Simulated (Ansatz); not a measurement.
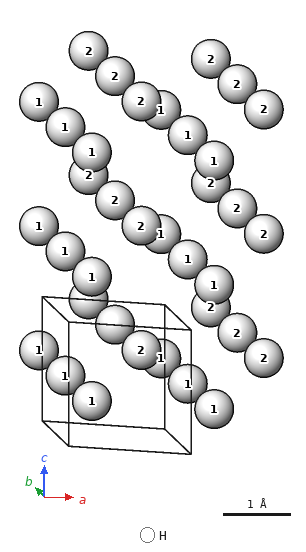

Reference structure: crystalline H (a generated structure, set up in P6_3/mmc). A ball-and-stick model of the cell of the calculation, repeated 2 × 3 × 3 with one cell outlined, seen slightly off an axis.

The calculation used DFT, PBE, PAW with Ansatz's default frozen-core files, scalar-relativistic (Ansatz). Settings: plane-wave cutoff 420 eV; k-point mesh 17 × 17 × 9; occupations fermi dirac; smearing width 0.05 eV; no spin polarisation.

Now this is done to it. All lengths are scaled by +2.0 % (volume +6.0 %), the atoms keeping their fractional coordinates. No relaxation follows.

### What is the effect?

The energy rises by 3.2 meV per atom. Pressure: 0.0 GPa before, −5.4 GPa after. The principal stresses (compression positive) are −5.7 GPa along c and −5.2 GPa across it. All forces vanish by symmetry. The space group stays P6_3/mmc (No. 194).

The changed structure in the same view:

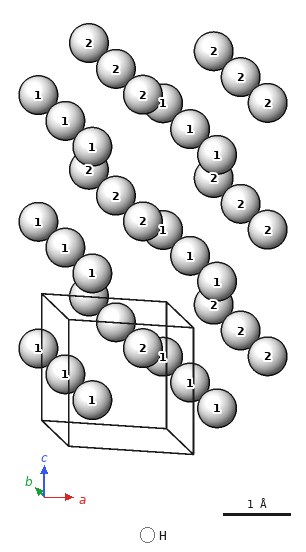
